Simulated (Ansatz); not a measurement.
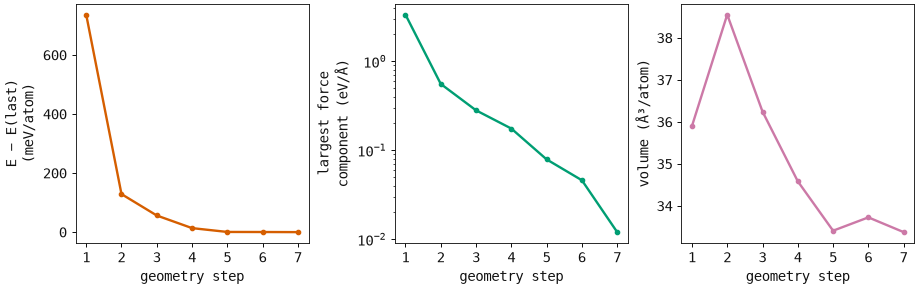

History of a geometry optimisation. The run: Bi (Cmce, 4 atoms in the cell), by DFT PBEsol, scalar-relativistic, plane waves, PAW in Ansatz; cutoff 420 eV, 4×4×4 k-mesh, Gaussian smearing of 0.1 eV. Atoms and cell relax. A closing SCF on a freshly chosen basis isn't drawn.

The optimisation met its thresholds at geometry 7, counting the start as the first. The energy fell by about 740 meV/atom from the first step to the last. The largest force component goes from about 3.3 eV/Å at the start to 0.012 eV/Å at the end. The volume shrinks from 35.9 to 33.4 Å³ per atom (−7 %).
